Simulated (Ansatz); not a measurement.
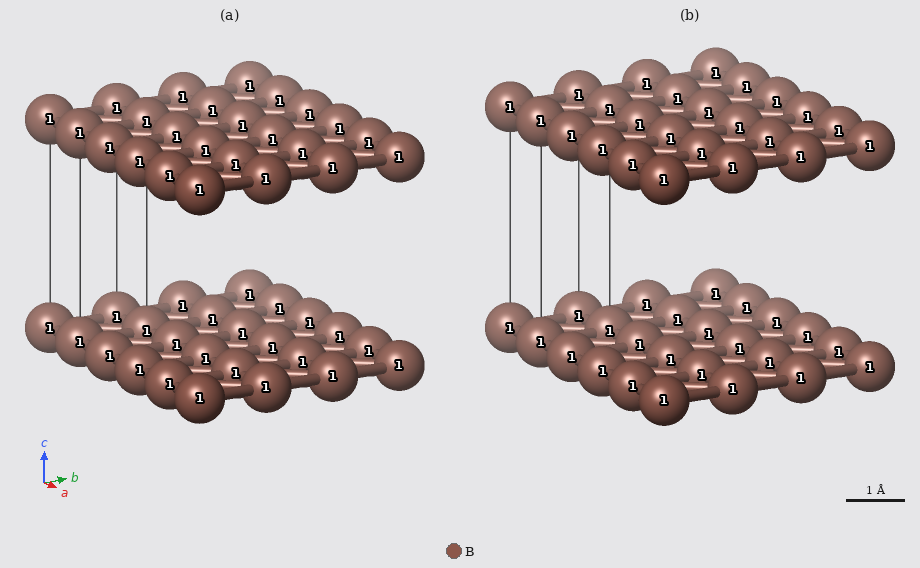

Left: a symmetric starting cell of B. Right: the same structure after one change, at the same scale. A ball-and-stick model of the cell of the calculation, repeated 5 × 3 × 1 with one cell outlined, seen slightly off an axis.

All numbers below come from DFT PBEsol, scalar-relativistic, plane waves, PAW (Ansatz 0.2.0). Set-up: plane-wave cutoff 420 eV; k-point mesh 27 × 27 × 12; occupations gaussian; smearing width 0.1 eV; no spin polarisation.

What distinguishes the right structure from the left one?

The cell is strained by +6.0 % along c and +3.0 % across it (volume +12.4 %), the atoms keeping their fractional coordinates. No relaxation follows. The starting cell wasn't computed here and needn't be at equilibrium, so pressure and forces aren't due to the change alone.

And its effect?

Near-neighbour distances before and after: B–B 1.702 → 1.753 Å. The space group stays P6/mmm (No. 191). The pressure is −12.6 GPa (not all of it need come from the change, since the unchanged cell can be under pressure at this level too). The principal stresses (compression positive) are −1.1 GPa along c and −18.3 GPa across it. All forces vanish by symmetry.
